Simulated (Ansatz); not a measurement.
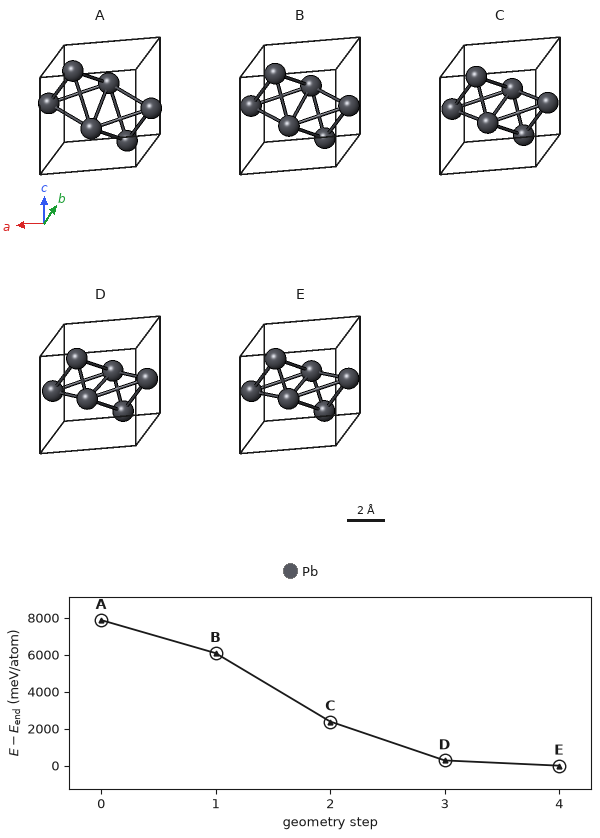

Frames of a relaxation of crystalline Pb (set up in C2/m) (coarse preliminary run), marked on the history of the run. A ball-and-stick model of the conventional cell (2 times the calculation's cell), seen from a free direction. Lengths and directions refer to the drawn axes.

Case: input drawn at random.

Level of theory: Ansatz, DFT PBE, scalar-relativistic, plane waves, PAW.

Input
```yaml
crystal:
  lattice:
    - [3.0386068135, -1.75031996, 0.0]
    - [3.0386068135, 1.75031996, 0.0]
    - [-2.1154626375, 0.0, 6.0952248674]
  atoms:
    - { symbol: Pb, position: [0.09149159, 0.09149159, 0.2737078] }
    - { symbol: Pb, position: [0.90850841, 0.90850841, 0.7262922] }
basis:
  ecutwfc: 60
kpoints:
  mp_grid: { grid: [6, 6, 4] }
hamiltonian:
  xc: pbe
scf:
  occupations: { method: gaussian, width: 0.1 }
  lower_state_search: "off"
  max_iter: 84
output:
  forces: true
  stress: true
  eigenvalues: true
relax:
  adjacent_minimum: "off"
  f_tol: 0.03
  max_steps: 5
```

Launched with:
```bash
ansatz run input.yaml --threads 1 --pin off --max-ram 1331MiB --backend cpu --events-out ev --progress --plain --runs-dir out
```

Describe the path.

Answer. The relaxation stopped without meeting its thresholds, so the last structure isn't shown to be converged. It used up its limit of 5 steps. The energy falls by 7882 meV per atom in 4 geometry steps. Largest force component: 2.1 eV/Å at the start, 1.6 eV/Å at the end. The largest moves, 0.57 Å, are those of Pb1 and Pb2. Pb1 goes along [1 0 3]. The lattice vectors keep their values. Some distances before and after: Pb1–Pb2 3.337 → 4.474 Å, Pb1–Pb2 (another image) 3.449 → 2.588 Å, Pb1–Pb2 (another image) 3.408 → 2.596 Å. The space group stays C2/m (No. 12). From step 0 to 1: Pb atoms move most (0.19 Å), energy −1790 meV per atom. From step 1 to 2: Pb atoms move most (0.20 Å), energy −3702 meV per atom. From step 2 to 3: Pb atoms move most (0.20 Å), energy −2105 meV per atom. From step 3 to 4: Pb atoms move most (0.08 Å), energy −285 meV per atom.

| step | E − E(0), meV/atom | largest force component, eV/Å |
| --- | --- | --- |
| 0 | 0.00 | 2.1055 |
| 1 | -1790.21 | 16.7151 |
| 2 | -5491.96 | 17.4485 |
| 3 | -7597.42 | 6.4350 |
| 4 | -7881.99 | 1.5507 |

Limits of the set-up: the cutoff lies below the recommended one.
